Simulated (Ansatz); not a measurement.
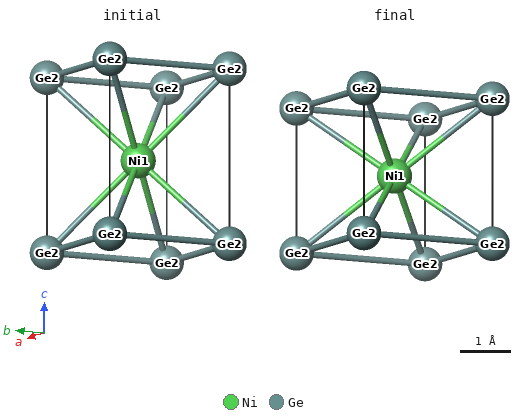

The structure of a crystal of NiGe (built on the CuAu (L1_0)_123 type) (coarse preliminary run) before (left) and after (right) a relaxation, at one scale.

The picture is a ball-and-stick view of the cell of the calculation, seen from a free direction.

Case: CuAu (L1_0) type (P4/mmm, No. 123).

Level of theory: DFT PBE, scalar-relativistic, plane waves, PAW in Ansatz 0.2.0.

Input file:
```yaml
crystal:
  lattice:
    - [2.7561760212, 0.0, 0.0]
    - [0.0, 2.7561760212, 0.0]
    - [0.0, 0.0, 3.6125592849]
  atoms:
    - { symbol: Ni, position: [0.5, 0.5, 0.5] }
    - { symbol: Ge, position: [0.0, 0.0, 0.0] }
basis:
  ecutwfc: 420
kpoints:
  mp_grid: { grid: [6, 6, 6] }
hamiltonian:
  xc: pbe
scf:
  occupations: { method: gaussian, width: 0.1 }
  lower_state_search: "off"
output:
  forces: true
  stress: true
  eigenvalues: true
relax:
  adjacent_minimum: "off"
  f_tol: 0.04
  max_steps: 70
  cell: { stress_tol: 0.4 }
```

Launched with:
```bash
ansatz run input.yaml --threads 1 --pin off --max-ram 2560MiB --backend cpu --events-out ev --progress --plain --runs-dir out
```

What changed between the two?

The atoms keep their places relative to the cell (all moves are under 0.005 Å). The drawn cell changes as follows: a = b 2.756 → 2.959 Å (+7.4 %), c 3.613 → 2.993 Å (−17.2 %); the volume changes by −4.5 %. Among the contacts that change: Ge2–Ge2 2.756 → 2.959 Å, Ni1–Ni1 2.756 → 2.959 Å, Ni1–Ge2 2.657 → 2.572 Å. The space group stays P4/mmm (No. 123). After 5 accepted moves (6 points after the start) the energy has fallen by 0.118 eV per cell of the calculation. All forces vanish by symmetry, so only the cell relaxes. Pressure: −5.44 GPa at the start and −0.09 GPa at the end. At 1 point the geometry stayed and the basis and grid were re-selected for the new cell (energy shift of 1.1 meV per cell of the calculation at most each time).

Limits of the set-up: the k-point mesh is coarse for a cell with partly filled bands.
